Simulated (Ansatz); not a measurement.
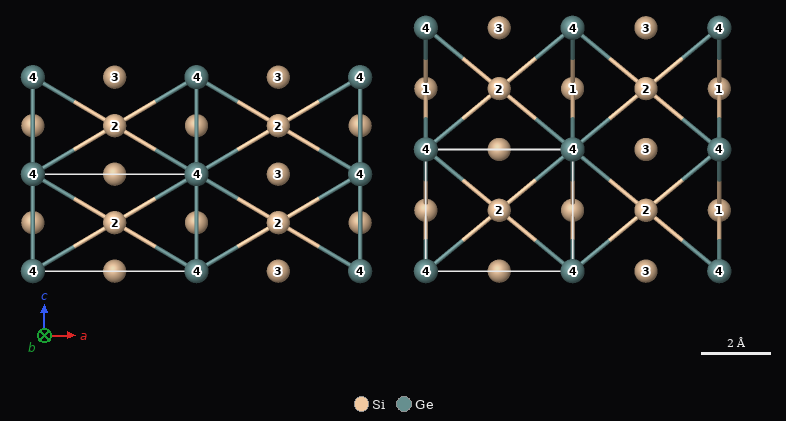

Two geometries of a crystal of Si3Ge (a generated structure, set up in P4/mmm), drawn at one scale. One is the start of a relaxation, the other its converged end. Style: ball-and-stick. Shown: the cell of the calculation, repeated 2 × 1 × 2 with one cell outlined, along the b axis.

The calculation used DFT PBE, scalar-relativistic, plane waves, PAW in Ansatz. Set-up: plane-wave cutoff 420 eV; k-point mesh 12 × 12 × 14; occupations gaussian; smearing width 0.1 eV; no spin polarisation; cell and atoms relaxed; force threshold 0.01 eV/Å; at most 80 steps.

> Which one is relaxed?

The left one is the relaxed one. The atoms keep their places relative to the cell (all moves are under 0.005 Å). The volume changes by −0.9 %, with a = b 4.256 → 4.746 Å (+11.5 %), c 3.529 → 2.812 Å (−20.3 %). Near-neighbour distances that change, for instance: Si1–Si1 3.529 → 2.812 Å, Ge4–Ge4 3.529 → 2.812 Å, Si1–Si2 3.009 → 3.356 Å, Si1–Ge4 2.764 → 2.758 Å. Among the angles between lasting bonds that change: Ge4–Si1–Ge4 100.7° → 118.7°, Ge4–Si1–Ge4 79.3° → 61.3°. The space group stays P4/mmm (No. 123). After 10 accepted moves (13 points after the start) the energy has fallen by 25.7 meV per atom. All forces vanish by symmetry, so only the cell relaxes. The pressure goes from −0.31 to 0.02 GPa. The line search rejected the trial step at point 8 of the run. The SCF was repeated twice at an unchanged geometry on a basis and grid sized afresh for the cell, which shifted the energy by 1.9 meV per atom at most. Cost: 4.4 min on 1 thread of Arm Neoverse V1 (shared host), peak memory 0.52 GiB.
